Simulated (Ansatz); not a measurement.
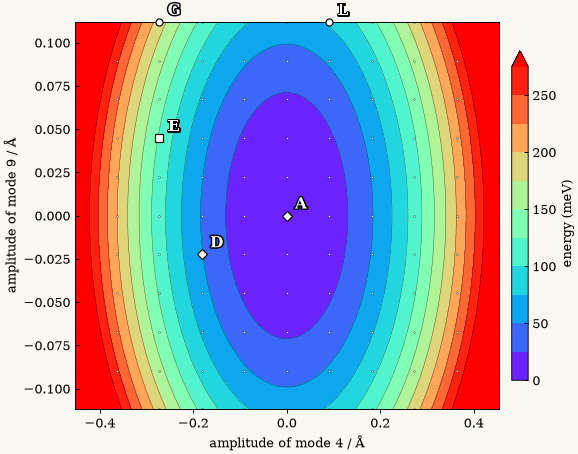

KCl (Fm-3m, No. 225; 4 atoms in the cell). 
- The energy is mapped over two normal modes frozen in (zone-centre modes of the 4-atom cell of this scan, which folds in the wave vector (0, 0, 1/2) of the primitive cell).
- Coordinates scanned: (1) amplitude of mode 4 (101 cm⁻¹), largest displacement; (2) amplitude of mode 9 (139 cm⁻¹), largest displacement.
- Nothing is relaxed (the cell and all other modes fixed).
- The grid has 11 × 11 points; 36 points were computed and 85 follow by symmetry.
- Points are written as (first, second).
- Energies are in meV per cell, from the lowest grid point.
- Method: DFT PBEsol, scalar-relativistic, plane waves, PAW (Ansatz). Settings: cutoff 420 eV, k-mesh 6×6×6, gaussian smearing 0.05 eV, no spin polarisation.

The picture shows filled contours, dots at the grid points, one colour for all values above the top of the scale, lettered points. Between grid points the surface is interpolated.

### What kind of point is each of A, D, E: minimum, saddle, maximum or slope?

A: minimum; D: on a slope; E: on a slope. (In these two coordinates alone; a stationary point may lie a little off the grid point.)

### Rank the lettered points by energy, lowest first.

A (0 meV), D (51 meV), L (78 meV), E (122 meV), G (188 meV).
